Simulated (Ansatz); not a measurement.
# Run report: Ni, geometry relaxation (part 2 of 2)

Continued. System: Ni (1 atom in the cell). Method: DFT, PBE, PAW with Ansatz's default frozen-core files, scalar-relativistic, spin-polarised (Ansatz 0.2.0); cutoff 420 eV, 21×21×21 k-mesh, Fermi–Dirac smearing of 0.05 eV, collinear spins. The structure was built on a prototype by a generator; it need not be a known phase. It belongs to a series of runs on one base structure; here: bulk cell relaxed.

Geometry of the input (Å; fractional positions):
```
0.0000  1.7597  1.7597
1.7597  0.0000  1.7597
1.7597  1.7597  0.0000
Ni 0.0000  0.0000  0.0000
```

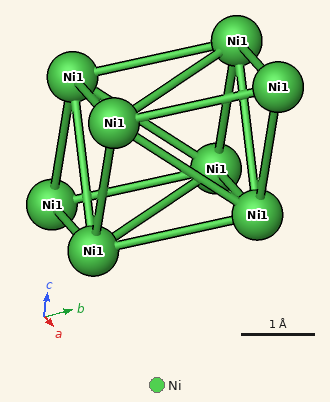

Figure 1. The geometry at step 2 of the log (ball-and-stick view of the cell of the calculation, seen slightly off an axis; atoms are numbered from 1 in the order of the input).

### What the program printed, continued
```
SCF iter   1: F=—  HF=-5839.727452 eV  |F-HF|=—  |Δ(HF+E_count)|=         —  Δρ=4.24e-6 (↑1.16e-6 ↓4.24e-6)  dr2=1.80e-9  dr2_m=3.23e-10  M=0.629 μB ∫|m|=0.720 μB  β_m=0.65  ethr=1.39e-7  ⟨swp⟩=2.5  Hψ=59891  notcnv=0
eigensolver tolerance schedule: the retry pair's looser diagonalisation over-reported the residual by 13955.36 of it (diagonalisation noise at 1.69 of the residual, at the tolerance the schedule requests for it); recorded, not acted on — ethr = c·dr2/N_el stays at c = 1.0e-1
preconditioner: auto → none  [metal: Δε(μ)=0.003 eV  Ē_g=16.703 eV  σ=0.050 eV  W_gap=0.01  n_scr=0 (ndim 8)  ℏωp=35.6 eV  f_vac=0.000  D(μ)=1.76/eV (n_scr^D=26)]
SCF iter   2: F=—  HF=-5839.727452 eV  |F-HF|=—  |Δ(HF+E_count)|=   6.69e-7  Δρ=3.36e-6 (↑3.36e-6 ↓2.51e-6)  dr2=1.76e-9  dr2_m=2.30e-11  M=0.629 μB ∫|m|=0.720 μB  β_m=0.38  ethr=9.99e-12  ⟨swp⟩=3.1  Hψ=16295  notcnv=0
SCF iter   3: F=—  HF=-5839.727452 eV  |F-HF|=—  |Δ(HF+E_count)|=  8.00e-10  Δρ=1.81e-6 (↑5.43e-7 ↓1.81e-6)  dr2=3.31e-10  dr2_m=5.46e-11  M=0.629 μB ∫|m|=0.720 μB  β_m=0.43  ethr=9.80e-12  ⟨swp⟩=2.1  Hψ=11156  notcnv=0
SCF iter   4: F=—  HF=-5839.727452 eV  |F-HF|=—  |Δ(HF+E_count)|=  1.27e-11  Δρ=1.04e-6 (↑4.47e-7 ↓1.04e-6)  dr2=1.28e-10  dr2_m=1.04e-11  M=0.629 μB ∫|m|=0.720 μB  β_m=0.41  ethr=1.84e-12  ⟨swp⟩=1.0  Hψ=8008  notcnv=0
SCF iter   5: F=—  HF=-5839.727452 eV  |F-HF|=—  |Δ(HF+E_count)|=  1.73e-11  Δρ=4.83e-7 (↑1.67e-7 ↓4.83e-7)  dr2=2.15e-11  dr2_m=3.02e-12  M=0.629 μB ∫|m|=0.720 μB  β_m=0.71  ethr=1.00e-12  ⟨swp⟩=1.0  Hψ=8008  notcnv=0
SCF iter   6: F=—  HF=-5839.727452 eV  |F-HF|=—  |Δ(HF+E_count)|=  2.73e-12  Δρ=3.08e-7 (↑1.64e-7 ↓3.08e-7)  dr2=1.20e-11  dr2_m=5.99e-13  M=0.629 μB ∫|m|=0.720 μB  β_m=0.85  ethr=1.00e-12  ⟨swp⟩=1.0  Hψ=8008  notcnv=0
SCF iter   7: F=—  HF=-5839.727452 eV  |F-HF|=—  |Δ(HF+E_count)|=  1.82e-12  Δρ=8.45e-8 (↑2.18e-8 ↓8.45e-8)  dr2=6.55e-13  dr2_m=1.12e-13  M=0.629 μB ∫|m|=0.720 μB  β_m=0.93  ethr=1.00e-12  ⟨swp⟩=1.0  Hψ=8008  notcnv=0
SCF iter   8: F=-5839.727452 eV  HF=-5839.727452 eV  |F-HF|=9.09e-13  |Δ(HF+E_count)|=  9.09e-13  Δρ=1.14e-8 (↑5.40e-9 ↓1.14e-8)  dr2=1.76e-14  dr2_m=1.60e-15  M=0.629 μB ∫|m|=0.720 μB  ethr=1.00e-12  ⟨swp⟩=3.0  Hψ=28652  notcnv=0
SCF 4 converged in 8 iterations: F = -5839.727452 eV  dr2 = 1.76e-14
relax step   4: F+E_penalty+E_count = -5839.72745236 eV  Δ(F+E_penalty+E_count) = +4.035e-6 eV  max|allowed force component| = 0.000e0 eV/Å  Δτ_max = 0.0000 Å  P = +0.003 GPa  Ω = 10.891 Å³  stress off target by 2.73e-3 GPa  SCF on the basis re-selected at this cell (its energy is not comparable with the rows above)  (8 SCF iters)
```

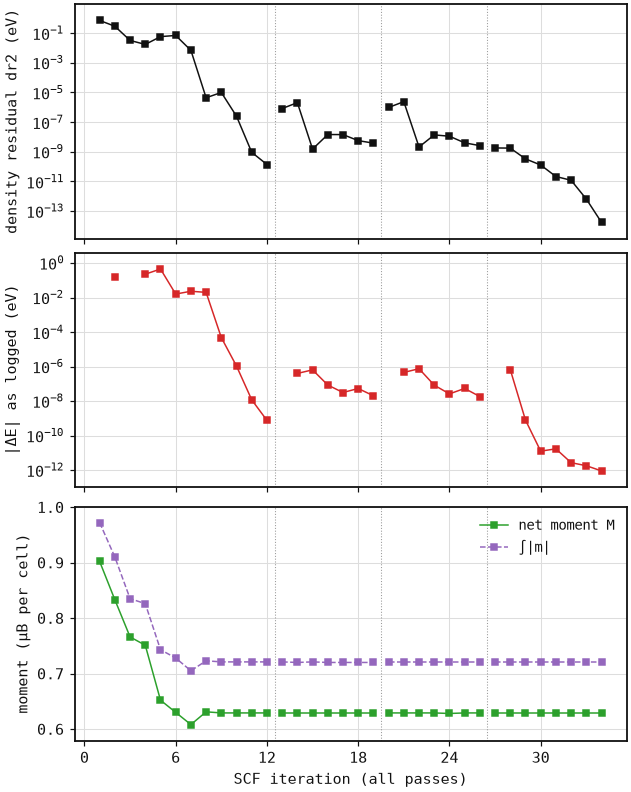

Figure 2. Convergence of the self-consistent field: density residual dr2, size of the energy change and magnetic moment against the SCF iteration. The dotted lines part the SCF passes of the relaxation: geometry steps, rejected trials and re-solves on a re-selected basis. The passes take 12, 7, 7 and 8 iterations. The net moment goes from 0.9 to 0.6 μB per cell.

```
basis re-selected at this cell: Δ(F+E_penalty+E_count) = +4.035e-6 eV, ΔP = +0.002 GPa vs the last step (what re-selecting the basis moved, of the pressure what is left beyond the Pulay correction that the steps carried, after the strain that the cell walked since its last selection, with what the two solves' SCF thresholds leave and, on support functions, any second-order correction that the steps lacked; it is no measure of the basis error at this ecutwfc). This SCF's stress stands 2.73e-3 GPa from its target on what of the cell is left free (relax.cell.stress_tol is 5.00e-2 GPa) and its largest allowed force component is 0.00e0 eV/Å (relax.f_tol is 5.00e-3 eV/Å): within both
SCF converged after 8 iterations
Magnetization: 0.6285 μB (9.3143 up, 8.6857 down)
Absolute magnetization: 0.7209 μB (∫|ρ↑−ρ↓|, with the PAW one-centre terms)
Spin contamination: 0.0071 ħ² per cell (⟨S²⟩ above its minimum at these occupations)
Per-site moments (μB) at R_I (Å): [(0.6675596875983804, 1.0263152318834883)]
Free energy (F): -5839.727452 eV
Harris-Foulkes:  -5839.727452 eV  (|F-HF|=9.09e-13)
Internal energy: -5839.713031 eV  (E = F + TS)
E sigma→0 (E₀):  -5839.720242 eV
Entropy (-TS):   -0.014421 eV (-14.421 meV/atom)
Fermi energy:    18.166716 eV
--- Per-component energies (eV) ---
  E_band       = -284.641873
  E_kinetic    = 282.090188
  E_local      = -3438.676977  (includes V_loc(G=0)·N_el)
  E_nonlocal   = 635.552616
  E_hartree    = 1435.385996
  E_xc         = -84.792054
  E_vxc        = -109.338752  (∫ρ·V_xc dr)
  E_paw        = -1629.639551  (= ΣΔE_a)
  E_vpaw       = -525.041519  (= ΣTr[D̂ρ^β])
  E_aug_tail   = 0.000586  (compensation charges beyond the density's cutoff)
  E_ewald      = -3039.633837
  E_smearing   = -0.014421  (= −TS)
  E_closure    = -0.000000  (closes the sum)
  Σ components = -5839.727452   (vs F -5839.727452, Δ=0.00e0)
--- Forces (eV/Å), atoms counted from 1 ---
  atom   1  Ni    -0.00000000    -0.00000000     0.00000000
  max |Σ_I F_I| component: 2.05e-32 eV/Å
--- Stress (GPa, compression-positive) ---
        0.002729      -0.000000      -0.000000
       -0.000000       0.002729      -0.000000
        0.000000       0.000000       0.002729
  P = ⅓ Tr σ = 0.0027 GPa (0.027 kbar)
--- Band table (eV; the first three rows and the last of 572) ---
  k-point 0 ↑: bands = ["-85.5085", "-45.7662", "-45.7662", "-45.7662", "9.0428", "15.7034", "15.7034", "15.7034", "16.8943", "16.8943", "41.6433", "45.6060", "45.6060", "45.6060"]
  k-point 1 ↑: bands = ["-85.5078", "-45.7711", "-45.7670", "-45.7670", "9.1317", "15.6801", "15.7237", "15.7237", "16.8855", "16.8855", "41.3798", "44.2851", "45.3480", "45.3480"]
  k-point 2 ↑: bands = ["-85.5056", "-45.7853", "-45.7690", "-45.7690", "9.3957", "15.6149", "15.7791", "15.7791", "16.8644", "16.8644", "40.1108", "43.0260", "44.8304", "44.8304"]
  k-point 285 ↓: bands = ["-84.6228", "-45.0988", "-45.0879", "-45.0290", "14.7453", "15.5610", "15.7605", "17.4000", "18.5461", "25.3044", "26.3977", "28.4803", "29.4485", "47.5935"]
--- Relaxed structure (3 steps of the walk, 3 accepted, 1 SCFs on fresh bases) ---
  F+E_penalty+E_count = -5839.72745236 eV   max|allowed force component| = 0.000e0 eV/Å   (the final SCF, on the basis selected at the relaxed cell)
  cell:  # Å, volume = 10.8907 Å³
    - [1.0349974441819164e-34, 1.759307782060263, 1.759307782060263]
    - [1.759307782060263, -3.1686844829569445e-34, 1.759307782060263]
    - [1.759307782060263, 1.759307782060263, -7.022059582834236e-34]
  atoms:
    - { symbol: Ni, position: [0.0, 0.0, 0.0] }
```

### File rho_z.tsv
```
# z_ang	rho[e/angstrom^3]	rho_spin[e/angstrom^3]
# format = ansatz-planar-average/11
# lattice	0.000000000	1.759307782	1.759307782
# lattice	1.759307782	-0.000000000	1.759307782
# lattice	1.759307782	1.759307782	-0.000000000
# sites	1
# site	28	0.000000000	0.000000000	0.000000000
0.000000	4.557071e0	1.995548e-1
0.138224	4.136371e0	1.754317e-1
0.276449	3.131113e0	1.220950e-1
0.414673	2.052362e0	7.174804e-2
0.552897	1.240190e0	3.774529e-2
0.691121	7.471851e-1	1.732233e-2
0.829346	4.842250e-1	5.308808e-3
0.967570	3.566869e-1	-1.711002e-3
1.105794	3.034800e-1	-5.212581e-3
1.244018	2.898785e-1	-6.154364e-3
1.382243	3.034800e-1	-5.212581e-3
1.520467	3.566869e-1	-1.711002e-3
1.658691	4.842250e-1	5.308808e-3
1.796916	7.471851e-1	1.732233e-2
1.935140	1.240190e0	3.774529e-2
2.073364	2.052362e0	7.174804e-2
2.211588	3.131113e0	1.220950e-1
2.349813	4.136371e0	1.754317e-1
```

### File v_z.tsv
```
# z_ang	v_es[eV]	v_tot_up[eV]	v_tot_dn[eV]
# format = ansatz-planar-average/11
# xc	pbe
# density_cutoff_ev	1680
# datasets	Ni=:simpson_from_first_knot:soft
# lattice	0.000000000	1.759307782	1.759307782
# lattice	1.759307782	-0.000000000	1.759307782
# lattice	1.759307782	1.759307782	-0.000000000
# sites	1
# site	28	0.000000000	0.000000000	0.000000000
0.000000	-2.643264e0	-1.739001e1	-1.733429e1
0.138224	-2.026188e0	-1.664577e1	-1.659761e1
0.276449	-2.418813e-1	-1.449698e1	-1.446508e1
0.414673	2.526622e0	-1.117782e1	-1.116196e1
0.552897	5.979458e0	-7.050224e0	-7.049203e0
0.691121	9.694036e0	-2.592814e0	-2.614136e0
0.829346	1.314809e1	1.590185e0	1.524593e0
0.967570	1.583079e1	4.877921e0	4.748606e0
1.105794	1.738411e1	6.824484e0	6.640236e0
1.244018	1.783615e1	7.412291e0	7.207391e0
1.382243	1.738411e1	6.824484e0	6.640236e0
1.520467	1.583079e1	4.877921e0	4.748606e0
1.658691	1.314809e1	1.590185e0	1.524593e0
1.796916	9.694036e0	-2.592814e0	-2.614136e0
1.935140	5.979458e0	-7.050224e0	-7.049203e0
2.073364	2.526622e0	-1.117782e1	-1.116196e1
2.211588	-2.418813e-1	-1.449698e1	-1.446508e1
2.349813	-2.026188e0	-1.664577e1	-1.659761e1
```

### Trajectory as extended XYZ (Å, eV, eV/Å), 4 frames, from step=1 to step=4
```
1
Lattice="0.0000 1.7597 1.7597 1.7597 0.0000 1.7597 1.7597 1.7597 0.0000" Properties=species:S:1:pos:R:3:forces:R:3 step=1 energy=-5839.72745 pressure_GPa=-0.13
Ni    0.0000    0.0000    0.0000    0.0000   0.0000   0.0000
1
Lattice="0.0000 1.7595 1.7595 1.7595 0.0000 1.7595 1.7595 1.7595 0.0000" Properties=species:S:1:pos:R:3:forces:R:3 step=2 energy=-5839.72745 pressure_GPa=-0.07
Ni    0.0000    0.0000    0.0000    0.0000   0.0000   0.0000
1
Lattice="0.0000 1.7593 1.7593 1.7593 0.0000 1.7593 1.7593 1.7593 0.0000" Properties=species:S:1:pos:R:3:forces:R:3 step=3 energy=-5839.72746 pressure_GPa=0.00
Ni    0.0000    0.0000    0.0000    0.0000   0.0000   0.0000
1
Lattice="0.0000 1.7593 1.7593 1.7593 0.0000 1.7593 1.7593 1.7593 0.0000" Properties=species:S:1:pos:R:3:forces:R:3 step=4 energy=-5839.72745 pressure_GPa=0.00
Ni    0.0000    0.0000    0.0000    0.0000   0.0000   0.0000
```

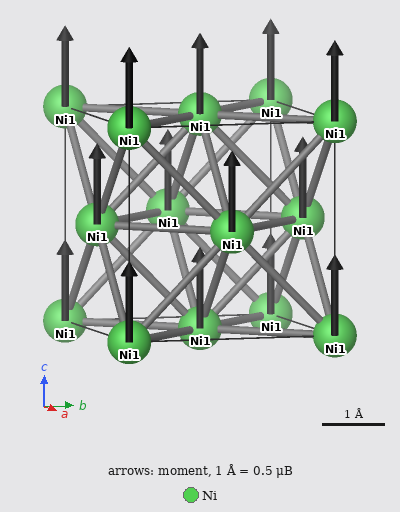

Figure 3. Magnetic moments of the sites as black arrows (ball-and-stick view of the cell 4 times as large as that of the calculation, set on its symmetry axes, seen slightly off an axis; atoms are numbered from 1 in the order of the input); small moments hardly show. The run is collinear, so the axis drawn is arbitrary. Site moments: Ni1 (0.67 μB). They are counted near the atoms and needn't add up to the moment of the cell.

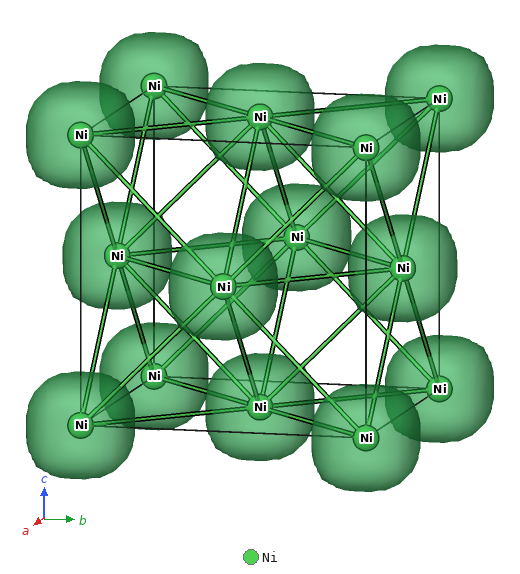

Figure 4. Isosurfaces of the spin density (up minus down) at +0.1 (green) and −0.1 e/Å³ (red), seen slightly off an axis. Sticks mark near contacts. The outline is the cell set on symmetry axes. The cell of the calculation (1 atoms) carries 0.6 μB net. Only one sign reaches the isovalue. Core electrons are frozen (PAW), so the fields are smoothed inside the atomic spheres.

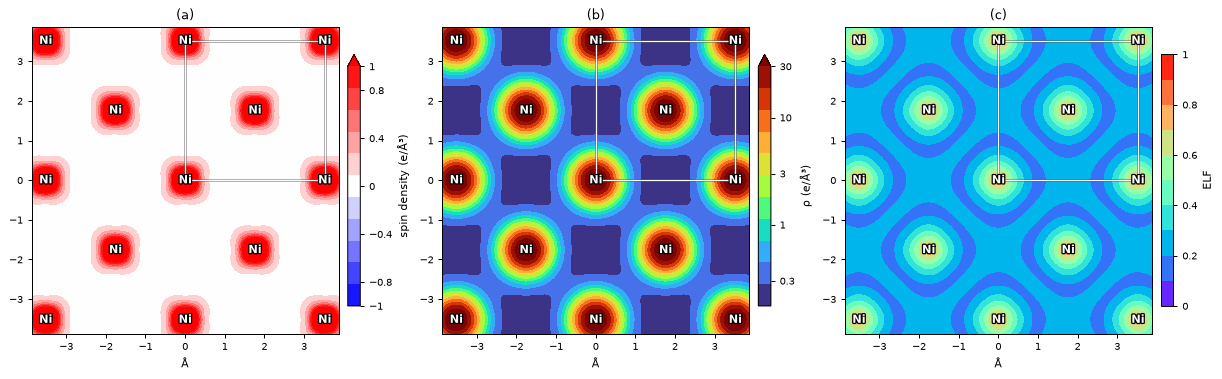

Figure 5. (a) spin density; (b) valence pseudo-density; (c) ELF on the (010) plane of the conventional cell. The section cuts through Ni sites. Ni–Ni (2.49 Å): ρ at the midpoint is about 0.32 e/Å³; the ELF is about 0.25 at the midpoint; no shared electron pair. Away from the nuclei the density in this plane falls to 0.17 e/Å³ at its lowest. The strong features right at Ni lie inside the PAW spheres (semicore, d or f shells) and say nothing about bonding. The cell of the calculation (1 atoms) carries 0.6 μB net.
